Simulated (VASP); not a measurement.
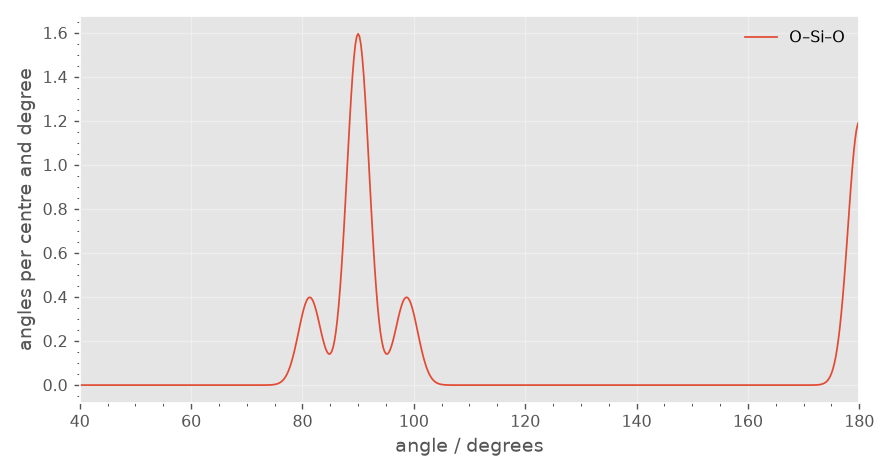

Bond-angle distributions computed from the structure of SiO2; each angle is a Gaussian of σ = 2.0°. Bonds counted: O–Si up to 2.05 Å. Basis of the simulation: a cell listed in the Materials Project, as set up for an electronic-structure calculation.

Give the groups of angles for each curve.

O–Si–O: 81° (2 per centre); 90° (8 per centre); 99° (2 per centre); 180° (3 per centre)

What coordination geometry do the angles point to, counting the bonds named above alone?

Si has 6 O neighbours in an octahedral arrangement (distorted).

The structure has space group P4_2/mnm (No. 136); other forms of this composition would give other results.
